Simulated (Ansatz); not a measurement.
A series of calculations on O

**1. Relaxation**

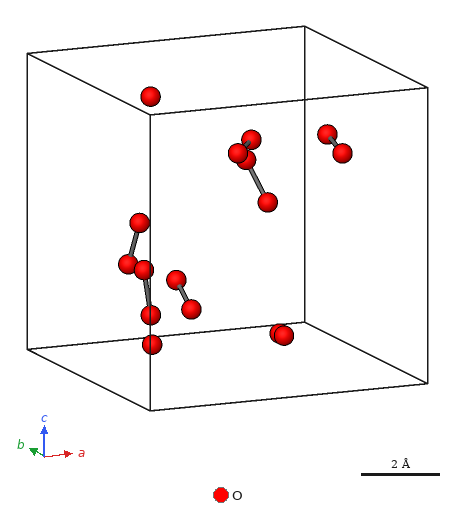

An amorphous cell of composition O, before the relaxation. A ball-and-stick model of the cell of the calculation, seen slightly off an axis.

The cell holds 8 O2. The run prepares the start of a later molecular dynamics calculation, from a guessed geometry.

These are results of DFT LDA, scalar-relativistic, plane waves, PAW in Ansatz, not measurements.

Input file:
```yaml
accuracy: low
crystal:
  lattice:
    - [7.877294, 0.0, 0.0]
    - [0.0, 7.877294, 0.0]
    - [0.0, 0.0, 7.877294]
  atoms:
    - { symbol: O, position: [0.5320442, 0.3777034, 0.7884667], spin: 1.0 }
    - { symbol: O, position: [0.4302643, 0.2571528, 0.7772273], spin: 1.0 }
    - { symbol: O, position: [0.1306098, 0.3812909, 0.5437339], spin: 1.0 }
    - { symbol: O, position: [0.1125467, 0.4322546, 0.3950922], spin: 1.0 }
    - { symbol: O, position: [0.5237429, 0.969617, 0.192317], spin: 1.0 }
    - { symbol: O, position: [0.5149709, 0.8274817, 0.1234799], spin: 1.0 }
    - { symbol: O, position: [0.8673991, 0.5164495, 0.7468975], spin: 1.0 }
    - { symbol: O, position: [0.8532574, 0.3619126, 0.7162991], spin: 1.0 }
    - { symbol: O, position: [0.0076786, 0.0679273, 0.4610376], spin: 1.0 }
    - { symbol: O, position: [0.0343238, 0.0721275, 0.3051841], spin: 1.0 }
    - { symbol: O, position: [0.7760311, 0.6635241, 0.0449448], spin: 1.0 }
    - { symbol: O, position: [0.8256146, 0.8111055, 0.0170322], spin: 1.0 }
    - { symbol: O, position: [0.7838897, 0.8133777, 0.4632285], spin: 1.0 }
    - { symbol: O, position: [0.7248825, 0.8564689, 0.6035111], spin: 1.0 }
    - { symbol: O, position: [0.2344766, 0.5135739, 0.0955123], spin: 1.0 }
    - { symbol: O, position: [0.2148039, 0.4816923, -0.0581577], spin: 1.0 }
magnetization:
  spin_polarized: true
basis:
  ecutwfc: 420.0
kpoints:
  mp_grid: { grid: [1, 1, 1] }
hamiltonian:
  xc: lda
scf:
  occupations: { method: fermi_dirac, width: 0.02 }
  lower_state_search: "off"
relax:
  f_tol: 0.3
  max_steps: 15
  adjacent_minimum: "off"
```

Run as
```bash
ansatz run input.yaml --threads 1 --pin off --max-ram 3072MiB --backend cpu --events-out ev --progress --plain --runs-dir out
```

Q: Where does the relaxation end?

A: The largest move is that of O11, 0.69 Å along [3 −2 2]. The lattice vectors keep their values. Among the contacts that change: O11–O12 1.246 → 1.202 Å. The energy falls by 0.806 eV per cell of the calculation in 4 geometry steps. Largest force component: 2.9 eV/Å at the start, 0.26 eV/Å at the end. The run took 21 s on 1 thread of Arm Neoverse V1, with other jobs on the host, peak memory 0.47 GiB.

Final geometry:

```
O
1.0
     7.87729    0.00000    0.00000
     0.00000    7.87729    0.00000
     0.00000    0.00000    7.87729
O
16
Direct
  0.50285 0.42469 0.81842
  0.43946 0.28713 0.79909
  0.18569 0.39929 0.55496
  0.12108 0.43515 0.42119
  0.54372 0.94896 0.20082
  0.51543 0.81199 0.14072
  0.85552 0.51162 0.71610
  0.84911 0.35959 0.71351
  0.96922 0.09513 0.42912
  0.99020 0.05855 0.28221
  0.84135 0.62049 0.08327
  0.87121 0.76033 0.02992
  0.77440 0.77668 0.44427
  0.73336 0.82662 0.58187
  0.21210 0.56184 0.06991
  0.16184 0.52561 0.93043
```

The end point in the same view:

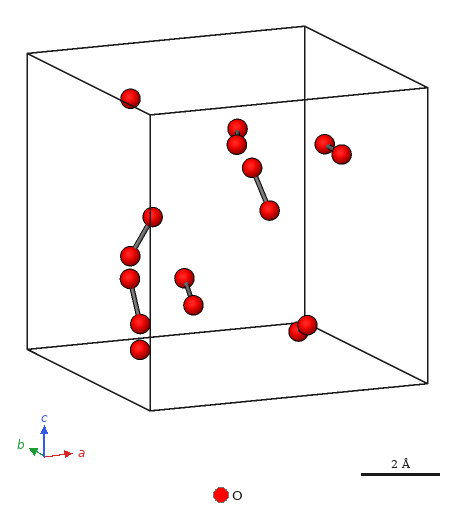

Limits of the set-up: the program's low-accuracy preset was used; the periodic images lie only 7.9 Å apart, so the values are limited by the cell's size.

**2. Dynamics**

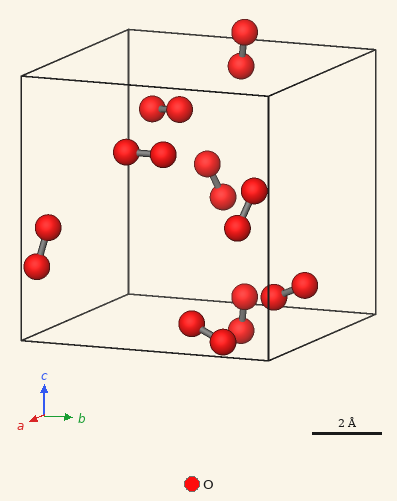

Starting frame of a dynamics run of a periodic cell with 8 O2 at 0.87 g/cm³. A ball-and-stick model of the simulation cell, seen slightly off an axis.

The calculation used DFT LDA, scalar-relativistic, plane waves, PAW (Ansatz 0.2.0).

The input:
```yaml
accuracy: low
crystal:
  lattice:
    - [7.877294, 0.0, 0.0]
    - [0.0, 7.877294, 0.0]
    - [0.0, 0.0, 7.877294]
  atoms:
    - { symbol: O, position: [0.50285062, 0.42469105, 0.81841717], spin: 0.54 }
    - { symbol: O, position: [0.43945922, 0.28712701, 0.79908968], spin: 0.55 }
    - { symbol: O, position: [0.18569433, 0.39928513, 0.55496123], spin: 0.55 }
    - { symbol: O, position: [0.12107824, 0.4351494, 0.42118992], spin: 0.55 }
    - { symbol: O, position: [0.54371806, 0.9489618, 0.20081582], spin: 0.54 }
    - { symbol: O, position: [0.51542932, 0.81198857, 0.14071919], spin: 0.54 }
    - { symbol: O, position: [0.85551545, 0.51162065, 0.71610145], spin: 0.54 }
    - { symbol: O, position: [0.8491109, 0.35958735, 0.71351243], spin: 0.54 }
    - { symbol: O, position: [-0.03077703, 0.09513067, 0.42911517], spin: 0.55 }
    - { symbol: O, position: [-0.0097999, 0.05854629, 0.28221038], spin: 0.55 }
    - { symbol: O, position: [0.84134946, 0.62049104, 0.08327497], spin: 0.55 }
    - { symbol: O, position: [0.87120693, 0.76033205, 0.02991886], spin: 0.55 }
    - { symbol: O, position: [0.77440026, 0.77667725, 0.4442729], spin: 0.54 }
    - { symbol: O, position: [0.73335531, 0.8266232, 0.58187399], spin: 0.55 }
    - { symbol: O, position: [0.21210338, 0.56183746, 0.06990599], spin: 0.55 }
    - { symbol: O, position: [0.16184155, 0.52561079, -0.06957267], spin: 0.55 }
magnetization:
  spin_polarized: true
basis:
  ecutwfc: 420.0
kpoints:
  mp_grid: { grid: [1, 1, 1] }
hamiltonian:
  xc: lda
scf:
  occupations: { method: fermi_dirac, width: 0.02 }
  lower_state_search: "off"
md:
  timestep: 1.5
  n_steps: 180
  ensemble: nvt_langevin
  temperature: 700.0
  initial_velocities: maxwell_boltzmann
  seed: 787802
  friction: 0.02
```

Run as
```bash
ansatz run input.yaml --threads 1 --pin off --max-ram 3072MiB --backend cpu --events-out ev --progress --plain --runs-dir out
```

**What does the trajectory do?**

The mean temperature in the second half is 649 K (standard deviation 90 K). The potential energy in the second half lies on average 32.9 meV per atom above the first frame. In the second half of the run the atoms are, in the root-mean-square, this far from where they began (common drift taken out): O 0.83 Å. The molecules turn and drift from their places.

Along the run (each row but the first and the last is the mean over the interval that it begins):

```
time (fs)  potential energy (meV/atom)  T (K)
      0.0                          0.0    656
     33.0                         22.8    448
     66.0                         22.4    494
     99.0                         20.5    646
    132.0                         27.3    634
    165.0                         36.7    672
    198.0                         36.3    729
    231.0                         31.3    564
    264.0                         33.8    552
```

The paths of the atoms:

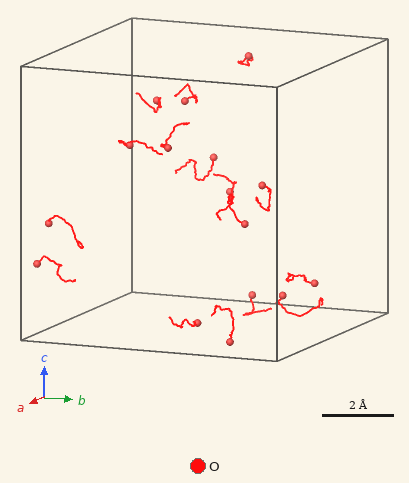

Limits of the set-up: the program's low-accuracy preset was used; the periodic images lie only 7.9 Å apart, so the values are limited by the cell's size.

**3. Energy conservation**

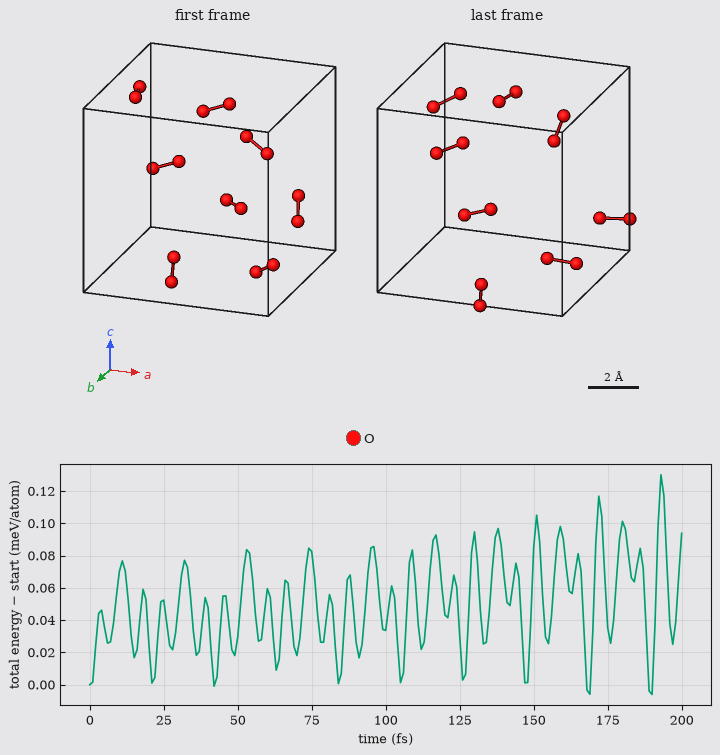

A Born-Oppenheimer molecular dynamics run of a periodic cell with 8 O2 at 0.87 g/cm³, 200 fs long. It starts from the last geometry of an earlier run, with fresh velocities. The picture is a ball-and-stick view of the simulation cell, seen from a free direction.

All numbers below come from Ansatz, DFT LDA, scalar-relativistic, plane waves, PAW. Set-up: plane-wave cutoff 420 eV; k-point mesh 1 × 1 × 1; Fermi-Dirac smearing 0.002 eV; spin collinear; low-accuracy preset; constant energy (NVE); velocities drawn for 700 K; time step 1 fs.

**How well is the energy conserved, and can the run be trusted?**

The total energy stays between −0.0061 and 0.13 meV per atom of its start. A straight-line fit has a slope that amounts to +0.032 meV per atom over 200 fs (under 0.1 % of the mean kinetic energy), and the ripple about it is 0.3 % of the kinetic energy's fluctuation. With a drift under 2 % and a ripple under 7 %, the integration is accurate. Over the second half the temperature averages 745 K (spread ±38 K). The potential energy in the second half lies on average 5.4 meV per atom below the first frame.

Limits of the set-up: the program's low-accuracy preset was used; the periodic images lie only 7.9 Å apart, so the values are limited by the cell's size.

Cost: 16 min on 1 thread of Arm Neoverse V1, with other jobs on the host, peak memory 0.47 GiB.
